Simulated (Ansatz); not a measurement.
**Run report: C$_{6}$H, geometry relaxation (part 3 of 3)**

Continued. System: C$_{6}$H (slab, 7 atoms in the cell). Method: DFT PBE+D3(BJ), scalar-relativistic, plane waves, PAW, spin-polarised (Ansatz 0.2.0); cutoff 420 eV, 12×12×1 k-mesh, Gaussian smearing of 0.05 eV, collinear spins. The structure derives from an entry of the Crystallography Open Database. The input holds or restrains some coordinates. Forces given for the steps count only the free coordinates. It belongs to a series of runs on one base structure; here: H put at a bridge C-C site.

Geometry of the input (Å; fractional positions):
```
2.4650  0.0000  0.0000
-1.2325  2.1348  0.0000
0.0000  0.0000  25.6987
C  0.6667  0.3333  0.3308
C  0.3333  0.6667  0.3308
C  0.3333  0.6667  0.4611
C  0.0000  0.0000  0.4611
C  0.0000  0.0000  0.5914
C  0.6667  0.3333  0.5914
H  0.8333  0.6667  0.6225
```

### Output, continued
```
  k-point 42 ↓: bands = ["-14.8234", "-14.7401", "-14.6652", "-10.0820", "-10.0326", "-9.7671", "-8.5073", "-8.4651", "-7.8152", "-5.3862", "-2.5989", "-1.9200", "1.9562", "3.1517", "3.4252", "7.2821", "9.8155", "10.1298", "10.5381", "11.1207"]
--- Relaxed structure (21 steps of the walk, 20 accepted, 0 SCFs on fresh bases) ---
  F+E_penalty+E_count = -1520.54699589 eV   max|allowed force component| = 2.763e-2 eV/Å
  atoms:
    - { symbol: C, position: [0.6666666666500001, 0.33333333330000003, 0.3307558715999999] }
    - { symbol: C, position: [0.3333333333499999, 0.6666666667, 0.33081852089999997] }
    - { symbol: C, position: [0.3372944616938904, 0.6745889233877809, 0.4627122036088434] }
    - { symbol: C, position: [0.003989083636146479, 0.00797816727229288, 0.4627323539193541] }
    - { symbol: C, position: [0.0017389849896585299, 0.003477969979316981, 0.6003921140918782] }
    - { symbol: C, position: [0.6684419128387411, 0.3368838256774823, 0.5874589025457183] }
    - { symbol: H, position: [1.001721166406684, 1.0034423328133684, 0.645570409942628] }
--- Löwdin populations: 7 sites ---
  site symbol       q [e]    m [muB]
     0      C      3.9616     0.0001
     1      C      3.9597    -0.0000
     2      C      3.9622    -0.0030
     3      C      3.9618     0.0164
     4      C      4.1136    -0.0813
     5      C      3.9323     0.8259
     6      H      0.8757     0.2287
  spilling = 0.009323 (of n_electrons = 25.000000)
```

### File populations.tsv
```
# site	symbol	l	j	q_up	q_dn
# orbitals = lowdin
# n_electrons = 25.000000
# spilling = 0.009323
0	C	0_2S	-	0.454012	0.454007
0	C	1_2P	-	1.526839	1.526790
1	C	0_2S	-	0.454205	0.454204
1	C	1_2P	-	1.525646	1.525659
2	C	0_2S	-	0.453942	0.454164
2	C	1_2P	-	1.525699	1.528430
3	C	0_2S	-	0.454434	0.453593
3	C	1_2P	-	1.534665	1.519060
4	C	0_2S	-	0.460053	0.471479
4	C	1_2P	-	1.556082	1.625975
5	C	0_2S	-	0.517748	0.444822
5	C	1_2P	-	1.861354	1.108357
6	H	0_1S	-	0.552191	0.323504
```

### Trajectory as extended XYZ (Å, eV, eV/Å), 21 frames, from step=1 to step=21
```
7
Lattice="2.4650 0.0000 0.0000 -1.2325 2.1348 0.0000 0.0000 0.0000 25.6987" Properties=species:S:1:pos:R:3:forces:R:3 step=1 energy=-1518.83587
C     1.2325    0.7116    8.5000    0.0000   0.0001   0.0150
C     0.0000    1.4232    8.5016    0.0000  -0.0002  -0.0195
C     0.0000    1.4232   11.8486    0.0000   0.0001   0.0302
C     0.0000    0.0000   11.8502    0.0000  -0.0053  -0.0058
C     0.0000    0.0000   15.1971    0.0000   4.7720  -3.8910
C     1.2325    0.7116   15.1987    0.0000  -4.7962  -3.9960
H     1.2325    1.4232   15.9987    0.0000   0.0293   7.8669
7
Lattice="2.4650 0.0000 0.0000 -1.2325 2.1348 0.0000 0.0000 0.0000 25.6987" Properties=species:S:1:pos:R:3:forces:R:3 step=2 energy=-1519.50542
C     1.2325    0.7116    8.5000    0.0000  -0.0060   0.0343
C     0.0000    1.4232    8.5016    0.0000   0.0054  -0.0058
C     0.0000    1.3973   11.9712    0.0000  -0.0014  -0.0479
C     0.0000   -0.0259   11.9714    0.0000  -0.0101  -0.0609
C     0.0000    0.0283   15.0964    0.0000   1.8050  -1.9210
C     1.2325    0.7180   15.0969    0.0000  -1.8252  -2.0678
H     1.2325    1.4405   16.0009    0.0000   0.0323   4.0671
7
Lattice="2.4650 0.0000 0.0000 -1.2325 2.1348 0.0000 0.0000 0.0000 25.6987" Properties=species:S:1:pos:R:3:forces:R:3 step=3 energy=-1519.81087
C     1.2325    0.7116    8.5000    0.0000  -0.0154   0.0127
C     0.0000    1.4232    8.5016    0.0000   0.0128  -0.0215
C     0.0000    1.3483   11.8376    0.0000  -0.0098   0.0184
C     0.0000   -0.0751   11.8384    0.0000   0.0027   0.0039
C     0.0000    0.0518   15.1691    0.0000   1.8775  -0.7538
C     1.2325    0.7614   15.1662    0.0000  -1.9019  -0.7952
H     1.2325    1.4726   16.1983    0.0000   0.0339   1.5351
7
Lattice="2.4650 0.0000 0.0000 -1.2325 2.1348 0.0000 0.0000 0.0000 25.6987" Properties=species:S:1:pos:R:3:forces:R:3 step=4 energy=-1519.91626
C     1.2325    0.7116    8.5000    0.0000  -0.0167   0.0098
C     0.0000    1.4232    8.5016    0.0000   0.0136  -0.0230
C     0.0000    1.3260   11.8309    0.0000  -0.0063  -0.0567
C     0.0000   -0.0973   11.8272    0.0000   0.0004   0.0788
C     0.0000    0.0811   15.1699    0.0000  -0.1035  -0.0422
C     1.2325    0.7697   15.1646    0.0000   0.0620  -0.1410
H     1.2325    1.4981   16.3151    0.0000   0.0506   0.1733
7
Lattice="2.4650 0.0000 0.0000 -1.2325 2.1348 0.0000 0.0000 0.0000 25.6987" Properties=species:S:1:pos:R:3:forces:R:3 step=5 energy=-1519.91931
C     1.2325    0.7116    8.5000    0.0000  -0.0168   0.0092
C     0.0000    1.4232    8.5016    0.0000   0.0132  -0.0215
C     0.0000    1.2914   11.8264    0.0000  -0.0050   0.1511
C     0.0000   -0.1318   11.8352    0.0000  -0.0003  -0.1295
C     0.0000    0.1041   15.1682    0.0000  -0.0059   0.1449
C     1.2325    0.7953   15.1569    0.0000  -0.0846  -0.1142
H     1.2325    1.5363   16.3344    0.0000   0.0995  -0.0400
7
Lattice="2.4650 0.0000 0.0000 -1.2325 2.1348 0.0000 0.0000 0.0000 25.6987" Properties=species:S:1:pos:R:3:forces:R:3 step=6 energy=-1519.95413
C     1.2325    0.7116    8.5000    0.0000  -0.0244   0.0226
C     0.0000    1.4232    8.5016    0.0000   0.0206  -0.0132
C     0.0000    1.1715   11.8983    0.0000   0.0002   0.0822
C     0.0000   -0.2515   11.9034    0.0000   0.0001  -0.0981
C     0.0000    0.1903   15.1819    0.0000  -0.2320   0.5771
C     1.2325    0.8823   15.1343    0.0000  -0.1506  -0.5868
H     1.2325    1.7076   16.3494    0.0000   0.3862   0.0161
7
Lattice="2.4650 0.0000 0.0000 -1.2325 2.1348 0.0000 0.0000 0.0000 25.6987" Properties=species:S:1:pos:R:3:forces:R:3 step=7 energy=-1520.05521
C     1.2325    0.7116    8.5000    0.0000  -0.0015   0.0144
C     0.0000    1.4232    8.5016    0.0000  -0.0022  -0.0203
C     0.0000    1.0661   11.8379    0.0000   0.0201   0.5714
C     0.0000   -0.3568   11.8720    0.0000  -0.0139  -0.5481
C     0.0000    0.2424   15.2153    0.0000  -0.4847   1.0907
C     1.2325    0.9396   15.1154    0.0000  -0.1880  -0.8979
H     1.2325    1.8911   16.4289    0.0000   0.6702  -0.2102
7
Lattice="2.4650 0.0000 0.0000 -1.2325 2.1348 0.0000 0.0000 0.0000 25.6987" Properties=species:S:1:pos:R:3:forces:R:3 step=8 energy=-1520.15549
C     1.2325    0.7116    8.5000    0.0000   0.0223   0.0185
C     0.0000    1.4232    8.5016    0.0000  -0.0255  -0.0204
C     0.0000    0.9551   11.8461    0.0000   0.0419   0.7725
C     0.0000   -0.4678   11.8936    0.0000  -0.0337  -0.7563
C     0.0000    0.2917   15.2206    0.0000  -0.5767   1.3921
C     1.2325    0.9947   15.0714    0.0000  -0.0610  -0.7195
H     1.2325    2.0772   16.4834    0.0000   0.6328  -0.6869
7
Lattice="2.4650 0.0000 0.0000 -1.2325 2.1348 0.0000 0.0000 0.0000 25.6987" Properties=species:S:1:pos:R:3:forces:R:3 step=9 energy=-1520.32449
C     1.2325    0.7116    8.5000    0.0000   0.0266   0.0220
C     0.0000    1.4232    8.5016    0.0000  -0.0302  -0.0206
C     0.0000    0.8627   11.8757    0.0000   0.0338   0.4121
C     0.0000   -0.5605   11.9028    0.0000  -0.0277  -0.3907
C     0.0000    0.3112   15.2529    0.0000  -0.1224   0.9986
C     1.2325    1.0240   15.0432    0.0000  -0.3031  -0.5895
H     1.2325    2.2716   16.4753    0.0000   0.4230  -0.4323
7
Lattice="2.4650 0.0000 0.0000 -1.2325 2.1348 0.0000 0.0000 0.0000 25.6987" Properties=species:S:1:pos:R:3:forces:R:3 step=10 energy=-1520.51994
C     1.2325    0.7116    8.5000    0.0000   0.0028   0.0304
C     0.0000    1.4232    8.5016    0.0000  -0.0050  -0.0167
C     0.0000    0.8117   11.9176    0.0000  -0.0445   0.0471
C     0.0000   -0.6123   11.9261    0.0000   0.0498  -0.1311
C     0.0000    0.2836   15.2813    0.0000   0.3288   0.5899
C     1.2325    1.0000   14.9832    0.0000  -0.1325  -0.5643
H     1.2325    2.4649   16.4501    0.0000  -0.1994   0.0464
7
Lattice="2.4650 0.0000 0.0000 -1.2325 2.1348 0.0000 0.0000 0.0000 25.6987" Properties=species:S:1:pos:R:3:forces:R:3 step=11 energy=-1520.51815 accepted=F
C     1.2325    0.7116    8.5000    0.0000   0.0126  -0.0140
C     0.0000    1.4232    8.5016    0.0000  -0.0153  -0.0605
C     0.0000    0.8007   11.7321    0.0000   0.0044   0.0291
C     0.0000   -0.6229   11.7320    0.0000   0.0022   0.0717
C     0.0000    0.2878   15.4121    0.0000   0.4346  -0.2450
C     1.2325    1.0045   15.0665    0.0000  -0.0913   0.2861
H     1.2325    2.5046   16.5710    0.0000  -0.3473  -0.0673
7
Lattice="2.4650 0.0000 0.0000 -1.2325 2.1348 0.0000 0.0000 0.0000 25.6987" Properties=species:S:1:pos:R:3:forces:R:3 step=12 energy=-1520.53992
C     1.2325    0.7116    8.5000    0.0000   0.0080   0.0149
C     0.0000    1.4232    8.5016    0.0000  -0.0102  -0.0317
C     0.0000    0.8268   11.8409    0.0000   0.0038  -0.0485
C     0.0000   -0.5965   11.8394    0.0000   0.0032   0.0575
C     0.0000    0.2934   15.3751    0.0000   0.1105   0.1209
C     1.2325    1.0070   15.0526    0.0000  -0.0761  -0.1606
H     1.2325    2.4369   16.5366    0.0000  -0.0391   0.0477
7
Lattice="2.4650 0.0000 0.0000 -1.2325 2.1348 0.0000 0.0000 0.0000 25.6987" Properties=species:S:1:pos:R:3:forces:R:3 step=13 energy=-1520.54094
C     1.2325    0.7116    8.5000    0.0000   0.0101   0.0204
C     0.0000    1.4232    8.5016    0.0000  -0.0124  -0.0253
C     0.0000    0.8486   11.8729    0.0000   0.0131  -0.0256
C     0.0000   -0.5747   11.8733    0.0000  -0.0056   0.0198
C     0.0000    0.2886   15.4058    0.0000   0.0446  -0.0253
C     1.2325    1.0011   15.0704    0.0000  -0.0324   0.1198
H     1.2325    2.4265   16.5702    0.0000  -0.0174  -0.0838
7
Lattice="2.4650 0.0000 0.0000 -1.2325 2.1348 0.0000 0.0000 0.0000 25.6987" Properties=species:S:1:pos:R:3:forces:R:3 step=14 energy=-1520.54171
C     1.2325    0.7116    8.5000    0.0000   0.0093   0.0194
C     0.0000    1.4232    8.5016    0.0000  -0.0118  -0.0250
C     0.0000    0.8765   11.8690    0.0000   0.0096   0.0169
C     0.0000   -0.5468   11.8714    0.0000  -0.0026  -0.0136
C     0.0000    0.2773   15.4266    0.0000  -0.0165  -0.0672
C     1.2325    0.9889   15.0937    0.0000   0.0000   0.0303
H     1.2325    2.4081   16.5855    0.0000   0.0118   0.0394
7
Lattice="2.4650 0.0000 0.0000 -1.2325 2.1348 0.0000 0.0000 0.0000 25.6987" Properties=species:S:1:pos:R:3:forces:R:3 step=15 energy=-1520.54229
C     1.2325    0.7116    8.5000    0.0000   0.0085   0.0192
C     0.0000    1.4232    8.5016    0.0000  -0.0113  -0.0234
C     0.0000    0.9170   11.8721    0.0000   0.0061   0.0075
C     0.0000   -0.5065   11.8737    0.0000   0.0027  -0.0047
C     0.0000    0.2578   15.4309    0.0000  -0.0012   0.0027
C     1.2325    0.9695   15.1000    0.0000  -0.0020   0.0045
H     1.2325    2.3920   16.5928    0.0000  -0.0029  -0.0060
7
Lattice="2.4650 0.0000 0.0000 -1.2325 2.1348 0.0000 0.0000 0.0000 25.6987" Properties=species:S:1:pos:R:3:forces:R:3 step=16 energy=-1520.54229
C     1.2325    0.7116    8.5000    0.0000   0.0084   0.0192
C     0.0000    1.4232    8.5016    0.0000  -0.0112  -0.0234
C     0.0000    0.9170   11.8721    0.0000   0.0061   0.0075
C     0.0000   -0.5065   11.8737    0.0000   0.0027  -0.0047
C     0.0000    0.2578   15.4309    0.0000  -0.0012   0.0027
C     1.2325    0.9695   15.1000    0.0000  -0.0020   0.0045
H     1.2325    2.3920   16.5928    0.0000  -0.0029  -0.0060
7
Lattice="2.4650 0.0000 0.0000 -1.2325 2.1348 0.0000 0.0000 0.0000 25.6987" Properties=species:S:1:pos:R:3:forces:R:3 step=17 energy=-1520.54431
C     1.2325    0.7116    8.5000    0.0000   0.0055   0.0198
C     0.0000    1.4232    8.5016    0.0000  -0.0075  -0.0158
C     0.0000    1.1139   11.8899    0.0000  -0.0088  -0.0107
C     0.0000   -0.3098   11.8896    0.0000   0.0176   0.0145
C     0.0000    0.1666   15.4644    0.0000   0.0002   0.1325
C     1.2325    0.8781   15.1379    0.0000   0.0154  -0.0644
H     1.2325    2.3057   16.6315    0.0000  -0.0224  -0.0758
7
Lattice="2.4650 0.0000 0.0000 -1.2325 2.1348 0.0000 0.0000 0.0000 25.6987" Properties=species:S:1:pos:R:3:forces:R:3 step=18 energy=-1520.54569
C     1.2325    0.7116    8.5000    0.0000   0.0027   0.0225
C     0.0000    1.4232    8.5016    0.0000  -0.0024  -0.0089
C     0.0000    1.3028   11.9107    0.0000  -0.0235  -0.0302
C     0.0000   -0.1210   11.9089    0.0000   0.0255   0.0327
C     0.0000    0.0791   15.4836    0.0000  -0.0074   0.1537
C     1.2325    0.7904   15.1576    0.0000   0.0219  -0.0756
H     1.2325    2.2175   16.6516    0.0000  -0.0170  -0.0880
7
Lattice="2.4650 0.0000 0.0000 -1.2325 2.1348 0.0000 0.0000 0.0000 25.6987" Properties=species:S:1:pos:R:3:forces:R:3 step=19 energy=-1520.54638
C     1.2325    0.7116    8.5000    0.0000   0.0019   0.0229
C     0.0000    1.4232    8.5016    0.0000  -0.0015  -0.0082
C     0.0000    1.3454   11.9235    0.0000  -0.0110  -0.0190
C     0.0000   -0.0781   11.9227    0.0000   0.0133   0.0089
C     0.0000    0.0577   15.4742    0.0000  -0.0142   0.0582
C     1.2325    0.7691   15.1452    0.0000   0.0103  -0.0361
H     1.2325    2.1919   16.6381    0.0000   0.0014  -0.0264
7
Lattice="2.4650 0.0000 0.0000 -1.2325 2.1348 0.0000 0.0000 0.0000 25.6987" Properties=species:S:1:pos:R:3:forces:R:3 step=20 energy=-1520.54677
C     1.2325    0.7116    8.5000    0.0000  -0.0007   0.0184
C     0.0000    1.4232    8.5016    0.0000   0.0006  -0.0107
C     0.0000    1.4436   11.8976    0.0000   0.0052   0.0007
C     0.0000    0.0206   11.8978    0.0000  -0.0054  -0.0018
C     0.0000    0.0071   15.4568    0.0000  -0.0043  -0.0755
C     1.2325    0.7187   15.1225    0.0000  -0.0112   0.0458
H     1.2325    2.1382   16.6166    0.0000   0.0158   0.0231
7
Lattice="2.4650 0.0000 0.0000 -1.2325 2.1348 0.0000 0.0000 0.0000 25.6987" Properties=species:S:1:pos:R:3:forces:R:3 step=21 energy=-1520.54700
C     1.2325    0.7116    8.5000    0.0000  -0.0006   0.0173
C     0.0000    1.4232    8.5016    0.0000   0.0005  -0.0114
C     0.0000    1.4401   11.8911    0.0000   0.0050   0.0046
C     0.0000    0.0170   11.8916    0.0000  -0.0051  -0.0098
C     0.0000    0.0074   15.4293    0.0000   0.0071  -0.0276
C     1.2325    0.7192   15.0969    0.0000  -0.0076   0.0165
H     1.2325    2.1421   16.5903    0.0000   0.0007   0.0105
```

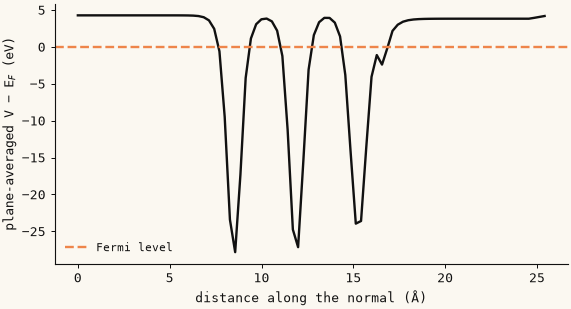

**Figure 1.** Plane average of the electrostatic potential energy of an electron across the cell, from the Fermi level. The vacuum level lies 3.82 eV above the Fermi level on the upper side and 4.28 eV on the lower.

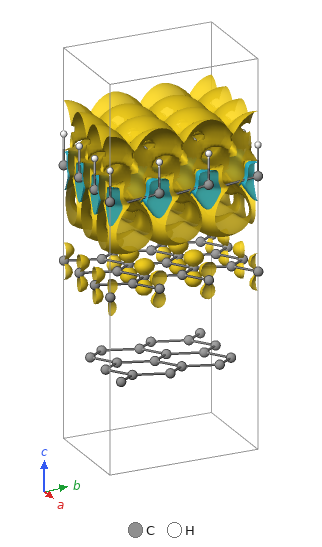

**Figure 2.** Isosurfaces of the spin density at +0.01 (yellow) and −0.01 e/Å³ (cyan), seen slightly off an axis. Sticks mark near contacts. The spin density sits on C: +0.3 μB in one cell of 7 atoms: a single local moment. The cell of the calculation (7 atoms) carries 1.0 μB net. The fields are those of the smooth PAW valence density.

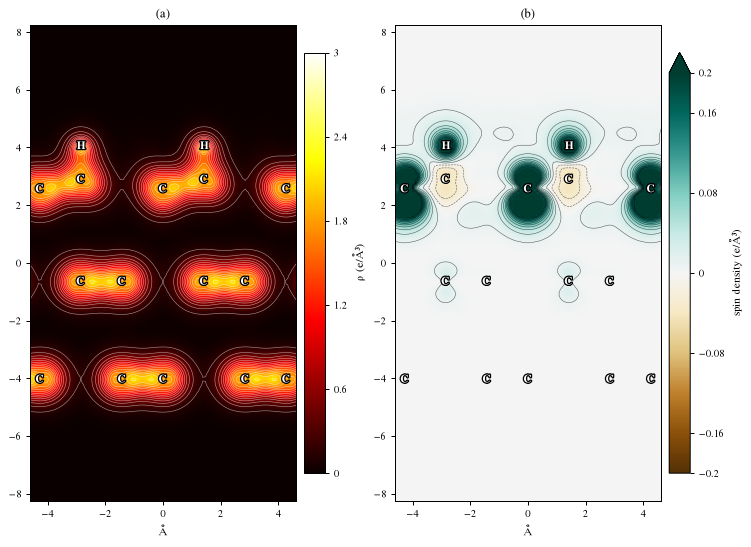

**Figure 3.** (a) valence pseudo-density; (b) magnetisation density (up minus down) on the (110) plane of the calculation cell, a cut from vacuum to vacuum. C–H (1.16 Å): the density is about 1.6 e/Å³ at the midpoint. C–C (1.42 Å): ρ at the midpoint is about 2 e/Å³. The density dies away to nearly zero in the vacuum. The spin density sits on C: +0.3 μB in one cell of 7 atoms: a single local moment. The cell of the calculation (7 atoms) carries 1.0 μB net.

### Results in brief

| quantity | value |
| --- | --- |
| outcome | converged under the restraints of the input |
| electrons treated | 25 |
| free energy | −1520.5470 eV |
| work function, top face | 3.82 eV |
| work function, bottom face | 4.28 eV |
| Fermi energy | 0.448 eV |
| gap on the k-point mesh | none (metallic) |
| net moment of the cell | 1.00 μB |
| integrated absolute moment | 1.06 μB |
| final volume | 135.24 Å³ |
| work function (upper face) | 3.82 eV |
| largest force (length of the vector) at the end, held atoms and coordinates included | 0.029 eV/Å |
| wall time | 32 min |
| peak memory | 0.75 GiB |

### Remarks

The electronic state found may not be the lowest one. Notes on the run: some starting moments were not kept; the exchange-correlation potential is rough where the density is thin.
